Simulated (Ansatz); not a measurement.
A series of calculations on PbI₂

## 1. Relaxation

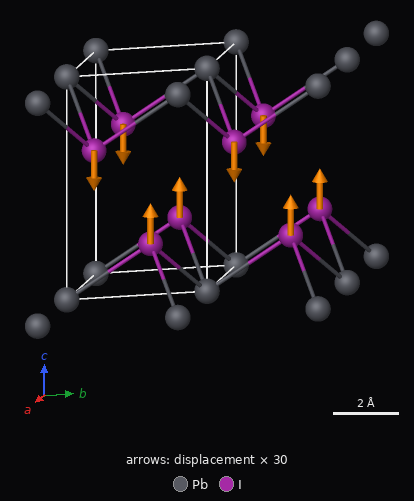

A relaxation of a crystal of PbI₂ (set up in P-3m1). The starting structure is drawn; orange arrows show the displacements, magnified 30 times.

A ball-and-stick model of the cell of the calculation, repeated 2 × 2 × 1 with one cell outlined, seen slightly off an axis.

Case: the database's cell, atoms relaxed.

Method: DFT PBE, scalar-relativistic, plane waves, PAW in Ansatz 0.2.0.

Input
```yaml
crystal:
  lattice:
    - [4.555, 0.0, 0.0]
    - [-2.2775, 3.9447457142, 0.0]
    - [0.0, 0.0, 6.977]
  atoms:
    - { symbol: Pb, position: [0.0, 0.0, 0.0] }
    - { symbol: I, position: [0.3333333333, 0.6666666667, 0.265] }
    - { symbol: I, position: [0.6666666667, 0.3333333333, 0.735] }
basis:
  ecutwfc: 420
kpoints:
  mp_grid: { grid: [6, 6, 4] }
hamiltonian:
  xc: pbe
scf:
  occupations: { method: gaussian, width: 0.02 }
output:
  forces: true
  stress: true
  eigenvalues: true
relax:
  adjacent_minimum: "off"
  f_tol: 0.01
  max_steps: 40
```

Command:
```bash
ansatz run input.yaml --threads 1 --pin off --max-ram 2560MiB --backend cpu --events-out ev --progress --plain --runs-dir out
```

### Atoms of which element are displaced furthest, and by how much?

Iodine: up to 0.042 Å, against 0.000 Å for lead.

### Describe the change and its energy.

Over 2 accepted moves (3 points after the start) the energy falls by 7.1 meV per cell of the calculation. Largest force component: 0.17 eV/Å at the start, 0.0063 eV/Å at the end. 1 step only repeated the SCF at the same geometry. The largest moves, 0.042 Å, are those of I2 and I3. I2 goes along +c. Pb stays in place. The lattice vectors keep their values. Among the contacts that change: Pb1–I2 3.215 → 3.239 Å. The space group stays P-3m1 (No. 164).

## 2. Relaxation

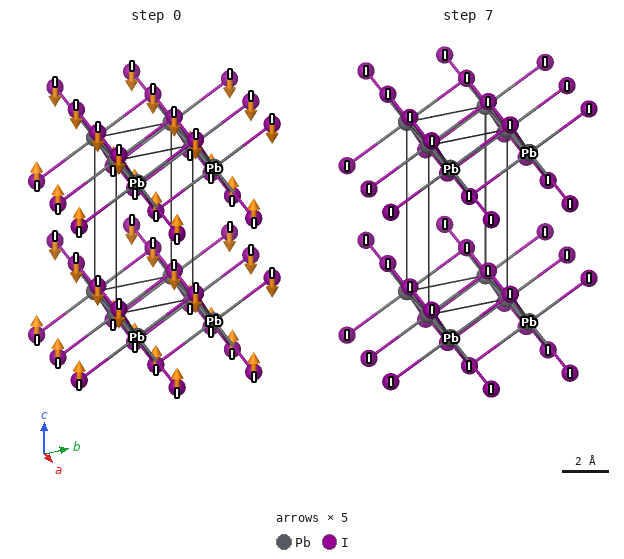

The structure of crystalline PbI$_{2}$ (set up in P-3m1) before (left) and after (right) a relaxation, at one scale. The orange arrows give the displacements (the part carried along by the change of the cell is left out), magnified 5 times.

A ball-and-stick model of the cell of the calculation, repeated 2 × 1 × 1 with one cell outlined, seen slightly off an axis.

Method: DFT PBE, scalar-relativistic, plane waves, PAW (Ansatz). Set-up: plane-wave cutoff 420 eV; k-point mesh 6 × 6 × 4; occupations gaussian; smearing width 0.02 eV; no spin polarisation; cell and atoms relaxed; force threshold 0.005 eV/Å; at most 80 steps.

**What changed between the two?**

The largest moves relative to the cell, 0.18 Å, are those of I atoms. Pb stays in place. The volume changes by +16.3 %, with a = b 4.555 → 4.679 Å (+2.7 %), c 6.977 → 7.690 Å (+10.2 %). Some distances before and after: I–Pb 3.215 → 3.277 Å. The space group stays P-3m1 (No. 164). The energy falls by 69.5 meV per cell of the calculation in 6 accepted moves (7 points after the start). The largest force component goes from 0.17 to under 0.0001 eV/Å. Pressure: 1.83 GPa at the start and 0.02 GPa at the end. At 1 point the geometry stayed and the basis and grid were re-selected for the new cell (energy shift of 2.2 meV per cell of the calculation at most each time).

## 3. A change

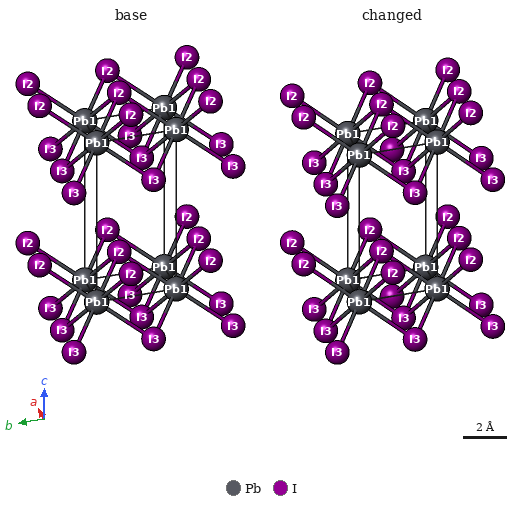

Left: solid PbI2 (set up in P-3m1). Right: the same structure after one change, at the same scale. Style: ball-and-stick. Shown: the cell of the calculation, from a free direction.

The calculation used Ansatz, DFT PBE, scalar-relativistic, plane waves, PAW. (plane-wave cutoff 420 eV; k-point mesh 6 × 6 × 4; occupations gaussian; smearing width 0.02 eV; no spin polarisation)

**Which change leads from the left to the right?**

The volume is changed by −12.0 %. The cell's shape and the atoms are relaxed at that volume.

**And its effect?**

The volume changes by −12.0 %, with a = b 4.679 → 4.573 Å (−2.3 %), c 7.690 → 7.085 Å (−7.9 %). The largest moves relative to the cell, 0.18 Å, are those of I2 and I3. I2 goes along +c. Pb stays in place. Near-neighbour distances before and after: I–Pb 3.277 → 3.247 Å. The space group stays P-3m1 (No. 164). It costs 13.9 meV per atom. Pressure: 0.0 GPa before, 1.0 GPa after.
